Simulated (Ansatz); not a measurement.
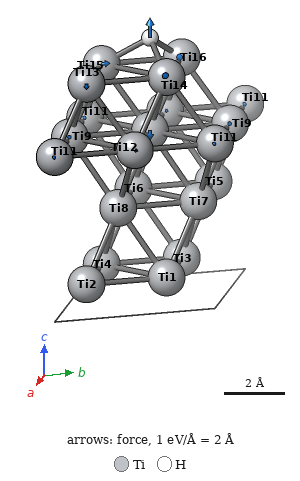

Starting geometry of a slab of composition Ti₁₆H (cut from the Fm-3m phase) with the computed forces as blue arrows. Style: ball-and-stick. Shown: the cell of the calculation, outlined in the plane, without the vacuum (origin shifted), slightly off an axis.

Case: H put at a hollow Ti-Ti-Ti site. The slab is the (1 1 1) face of Ti with H on it. 8 atoms are held fixed.

The calculation used DFT PBE+D3(BJ), scalar-relativistic, plane waves, PAW (Ansatz). Set-up: plane-wave cutoff 420 eV; k-point mesh 6 × 6 × 1; occupations gaussian; smearing width 0.1 eV; no spin polarisation; dipole correction; atoms relaxed in a fixed cell; force threshold 0.03 eV/Å; at most 70 steps.

What follows when this structure is relaxed?

Answer. It isn't relaxed: the largest force vector, on the H atom, is 0.35 eV/Å. The atoms end up moving mostly along the starting forces (cosine between the two patterns 0.88). The atom that moves furthest is the H atom (0.18 Å along the normal (+c)). By element the largest moves are H 0.18 Å, Ti 0.06 Å. The cell stays as it was. Near-neighbour distances that change, for instance: Ti–Ti 2.855 → 2.930 Å, Ti–Ti 2.855 → 2.780 Å, H–Ti 1.918 → 1.956 Å, Ti–Ti 2.766 → 2.801 Å. Among the angles between lasting bonds that change: Ti–H–Ti 96.2° → 90.6°. After 2 geometry steps the energy has fallen by 49.7 meV per cell of the calculation. Largest force component: 0.35 eV/Å at the start, 0.028 eV/Å at the end.

Limits of the set-up: the periodic images lie only 5.7 Å apart, so the values are limited by the cell's size.
